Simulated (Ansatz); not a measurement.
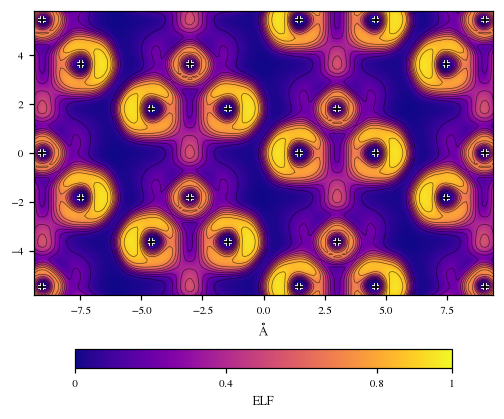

The ELF on a plane through atoms (crosses mark nuclei in the plane).

Computed with DFT PBE+D3(BJ), scalar-relativistic, plane waves, PAW (Ansatz 0.2.0).

Candidates:
A. WS₂, a = 3.16 Å, b = 3.16 Å, c = 18.12 Å, α = 90.00°, β = 90.00°, γ = 120.00°. Space group R3m.
B. SiC, a = 4.35 Å, b = 4.35 Å, c = 4.35 Å, α = 90.00°, β = 90.00°, γ = 90.00°. Space group F-43m.
C. SnSe, a = 11.48 Å, b = 4.17 Å, c = 4.61 Å, α = 90.00°, β = 90.00°, γ = 90.00°. Space group Pnma; changed on purpose from its base cell (strain +0.000 along x and y, +0.050 along z, atoms carried along); not relaxed (largest force 0.3 eV/Å); computed pressure about −2 GPa in this cell.

Question: Which system is this?

Answer: Candidate A: WS₂ on the (110) plane of the conventional cell, which holds W and S. W–S (2.41 Å): the ELF peaks at about 0.85 in the valence shell of S, 0.8 Å from its nucleus, and is about 0.50 at the midpoint.
